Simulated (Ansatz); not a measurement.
Rb: several calculations on one system

**1. A change**

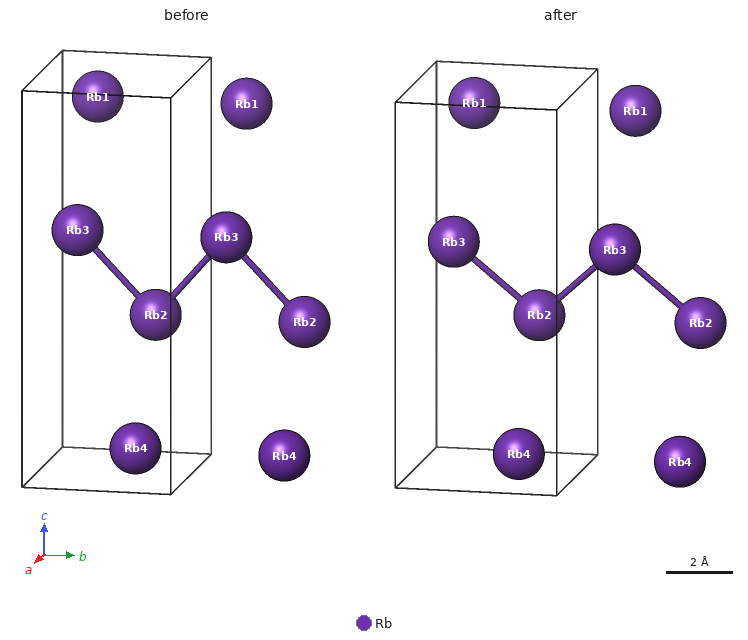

Left: a symmetric starting cell of Rb. Right: the same structure after one change, at the same scale. Style: ball-and-stick. Shown: the cell of the calculation, repeated 1 × 2 × 1 with one cell outlined, slightly off an axis.

Computed with DFT PBE, scalar-relativistic, plane waves, PAW in Ansatz 0.2.0. Settings: plane-wave cutoff 420 eV; k-point mesh 8 × 10 × 4; occupations gaussian; smearing width 0.1 eV; no spin polarisation.

Question: What distinguishes the right structure from the left one?

Answer: The cell is strained by +8.3 % along b, +1.4 % along a, −2.7 % along c (volume +6.9 %) and atoms are displaced by 0.15 Å relative to the cell: Rb2 0.15 Å along [−3 0 2]. No relaxation follows. The starting cell wasn't computed here and needn't be at equilibrium, so pressure and forces aren't due to the change alone.

Question: And its effect?

Answer: Near-neighbour distances before and after: Rb–Rb 3.563 → 3.499 Å. The space group stays Pnma (No. 62). The pressure is 0.9 GPa (not all of it need come from the change, since the unchanged cell can be under pressure at this level too). The principal stresses (compression positive) are 1.8 GPa along b, 1.5 GPa along c, −0.5 GPa along a. The largest forces, 0.84 eV/Å, act on Rb1, Rb2, Rb3 and Rb4; on Rb3 it points along [1 0 1]. The forces point partly back along the displacements (cosine −0.59).

**2. A change**

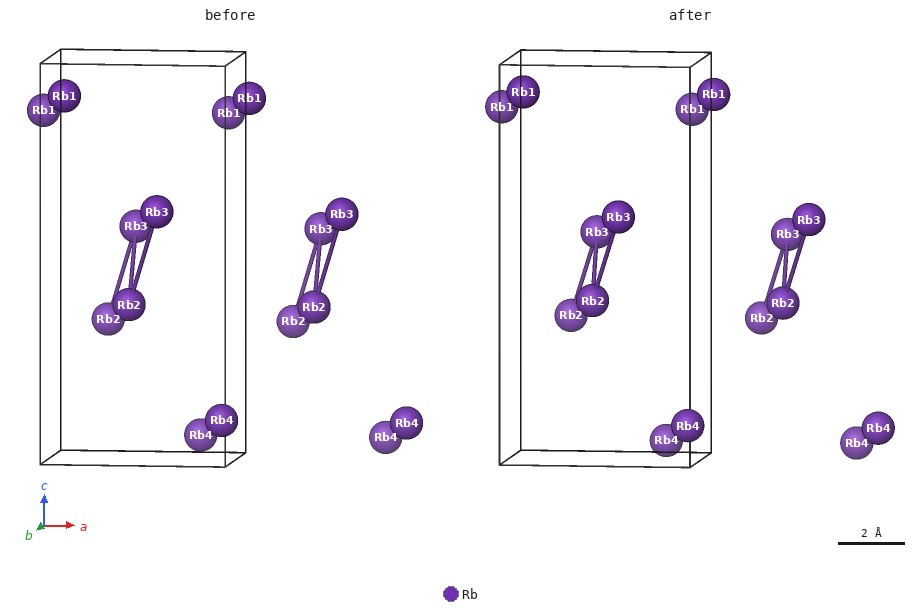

Left: a symmetric starting cell of Rb. Right: the same structure after one change, at the same scale. The picture is a ball-and-stick view of the cell of the calculation, repeated 2 × 2 × 1 with one cell outlined, seen from a free direction.

Method: DFT LDA, scalar-relativistic, plane waves, PAW in Ansatz 0.2.0. Set-up: plane-wave cutoff 420 eV; k-point mesh 8 × 10 × 4; occupations gaussian; smearing width 0.1 eV; no spin polarisation.

Q: Which change leads from the left to the right?

A: The cell is strained by +3.0 % along a, +2.7 % along b, −0.2 % along c (volume +5.5 %) and atoms are displaced by 0.15 Å relative to the cell: Rb2 0.15 Å along [1 0 2]. No relaxation follows. The starting cell wasn't computed here and needn't be at equilibrium, so pressure and forces aren't due to the change alone.

Q: And its effect?

A: The pressure is 0.8 GPa (not all of it need come from the change, since the unchanged cell can be under pressure at this level too). The principal stresses (compression positive) are 1.8 GPa along b, 1.5 GPa along c, −0.9 GPa along a. The largest forces, 0.96 eV/Å, act on Rb1, Rb2, Rb3 and Rb4; on Rb2 it points along [−1 0 −2]. The forces point straight back along the displacements (cosine −1.00). Near-neighbour distances before and after: Rb–Rb 3.563 → 3.383 Å. The space group stays Pnma (No. 62).

**3. Distortion**

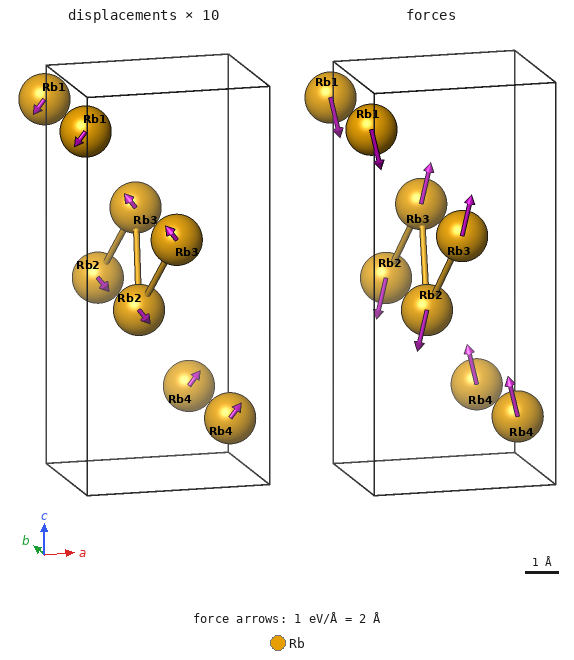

Left: a symmetric starting cell of Rb, with purple arrows for the displacements applied to it (without the part that the change of the cell carries along). Right: the displaced structure with the computed forces. Besides, the cell is strained by +1.0 % along c, −0.5 % along a, −0.6 % along b (volume −0.1 %). A ball-and-stick model of the cell of the calculation, repeated 1 × 2 × 1 with one cell outlined, seen slightly off an axis.

Method: Ansatz, DFT PBE, scalar-relativistic, plane waves, PAW. Settings: plane-wave cutoff 420 eV; k-point mesh 8 × 10 × 4; occupations gaussian; smearing width 0.1 eV; no spin polarisation.

How do the forces relate to the distortion?

Atoms are displaced by 0.06 Å relative to the cell: Rb2 0.06 Å along [2 0 −1]. No relaxation follows. The starting cell wasn't computed here and needn't be at equilibrium, so pressure and forces aren't due to the change alone. The pressure is 1.1 GPa (not all of it need come from the change, since the unchanged cell can be under pressure at this level too). The principal stresses (compression positive) are 2.1 GPa along c, 1.7 GPa along b, −0.5 GPa along a. The largest forces, 0.66 eV/Å, act on Rb1, Rb2, Rb3 and Rb4; on Rb1 it points along [1 0 −2]. The forces point along the displacements, not back (a soft direction, or forces left over where the reference was relaxed at another level) (cosine 0.62). Near-neighbour distances before and after: Rb–Rb 3.563 → 3.635 Å. The space group stays Pnma (No. 62).

**4. Distortion**

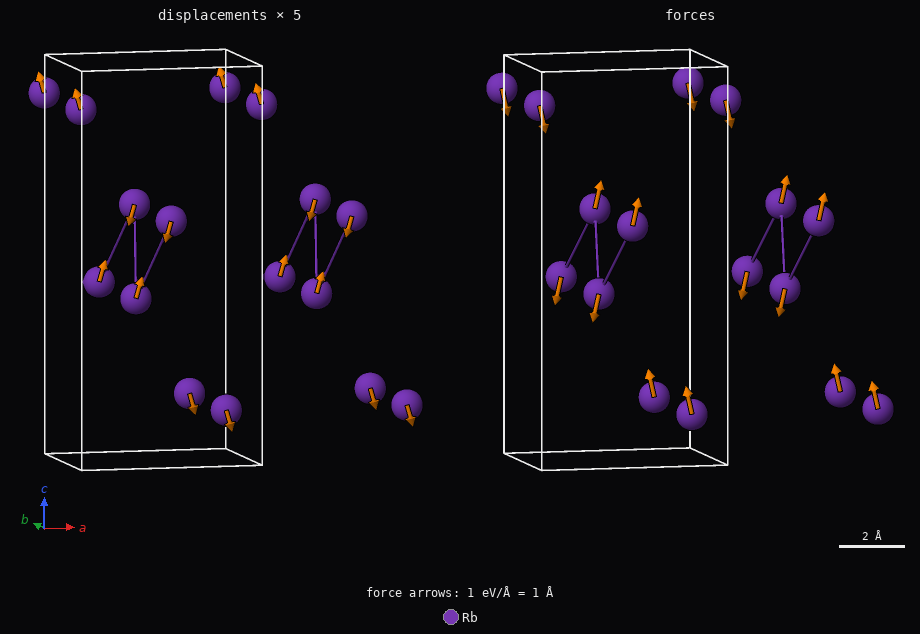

Left: a symmetric starting cell of Rb, with orange arrows for the displacements applied to it (without the part that the change of the cell carries along). Right: the displaced structure with the computed forces. Besides, the cell is strained by +3.0 % along a, +2.7 % along b, −0.2 % along c (volume +5.5 %). The picture is a ball-and-stick view of the cell of the calculation, repeated 2 × 2 × 1 with one cell outlined, seen slightly off an axis.

Computed with DFT LDA, scalar-relativistic, plane waves, PAW (Ansatz). Settings: plane-wave cutoff 420 eV; k-point mesh 8 × 10 × 4; occupations gaussian; smearing width 0.1 eV; no spin polarisation.

### Where do the forces point?

Atoms are displaced by 0.15 Å relative to the cell. No relaxation follows. The starting cell wasn't computed here and needn't be at equilibrium, so pressure and forces aren't due to the change alone. Some distances before and after: Rb–Rb 3.563 → 3.383 Å. The space group stays Pnma (No. 62). The pressure is 0.8 GPa (not all of it need come from the change, since the unchanged cell can be under pressure at this level too). The principal stresses (compression positive) are 1.8 GPa along b, 1.5 GPa along c, −0.9 GPa along a. The largest forces, 0.96 eV/Å, act on 4 Rb atoms of the calculation's cell. The forces point straight back along the displacements (cosine −1.00).
